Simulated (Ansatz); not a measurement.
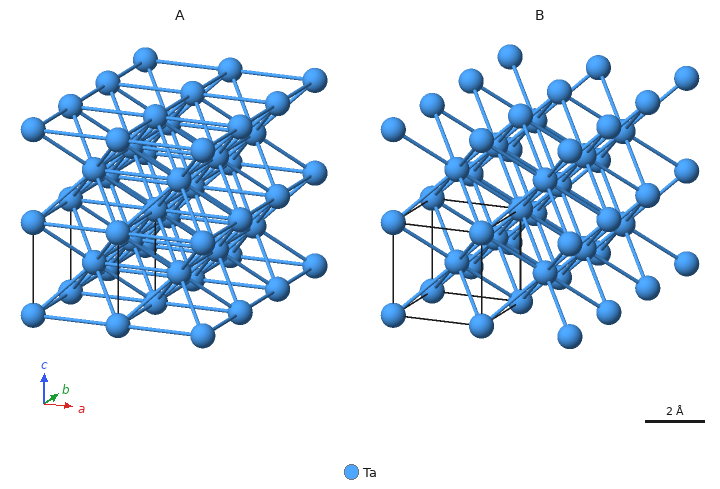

Two geometries of a crystal of Ta (a generated structure, set up in Im-3m): one is the relaxed structure, the other was perturbed away from it. Style: ball-and-stick. Shown: the conventional cell (2 times the calculation's cell), repeated 2 × 3 × 2 with one cell outlined, slightly off an axis. Lengths and directions refer to the drawn axes.

These are results of Ansatz 0.2.0, DFT, PBE, PAW with Ansatz's default frozen-core files, scalar-relativistic, not measurements. Set-up: plane-wave cutoff 420 eV; k-point mesh 16 × 16 × 16; occupations fermi dirac; smearing width 0.08 eV; no spin polarisation.

**Which is the distorted one, and what does the distortion cost?**

Structure A is the perturbed one. The cell is strained by 0.0 % along c and −4.0 % across it (volume −7.8 %), the atoms keeping their fractional coordinates. No relaxation follows. Near-neighbour distances before and after: Ta–Ta 3.321 → 3.188 Å, Ta–Ta 2.876 → 2.800 Å. The space group (tolerance 0.01 Å) goes from Im-3m (No. 229) to I4/mmm (No. 139). It costs 82.7 meV per atom. The pressure goes from 0.0 to 18.5 GPa. The principal stresses (compression positive) are 15.2 GPa along c and 20.1 GPa across it. All forces vanish by symmetry.
